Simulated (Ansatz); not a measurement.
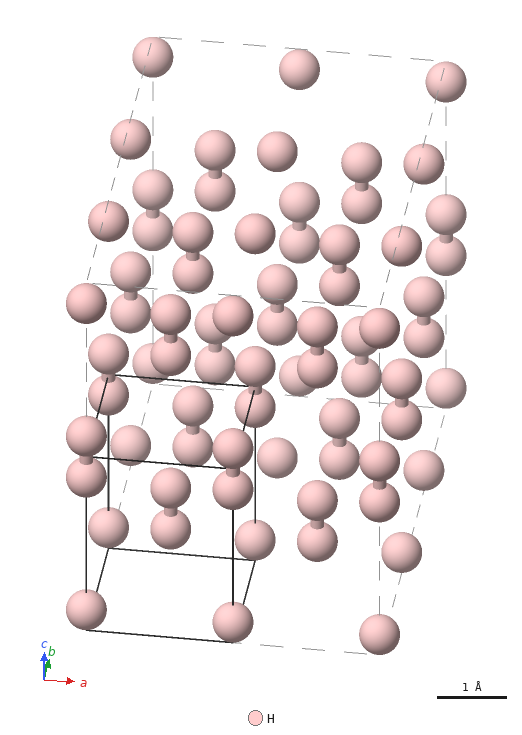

Ball-and-stick model, viewed from a general direction. The solid box is one conventional unit cell, and 2×3×2 cells are shown.

H, space group I4/mmm (No. 139), a = 2.18 Å, b = 2.18 Å, c = 3.08 Å, α = 90.00°, β = 90.00°, γ = 90.00°.

Results below were computed with DFT r2SCAN, scalar-relativistic, plane waves, PAW in Ansatz; the settings were 500 eV cutoff, k-points about 0.28 Å⁻¹ apart, Gaussian smearing of 0.02 eV, no spin polarisation.

What is the band gap, if any?

Answer. An insulator at this level, with a gap of 6.09 eV on the k-mesh (the true edges may lie between mesh points, so the gap can be somewhat smaller).

Provenance: a structure listed in the Materials Project. It was relaxed with DFT r2SCAN, scalar-relativistic, plane waves, PAW in Ansatz under a constraint or pressure on the cell, so some stress remains.

At this level of theory the cell isn't at rest (compressed, at 30 GPa), so its distances can differ from those at equilibrium, the more so the softer the solid.
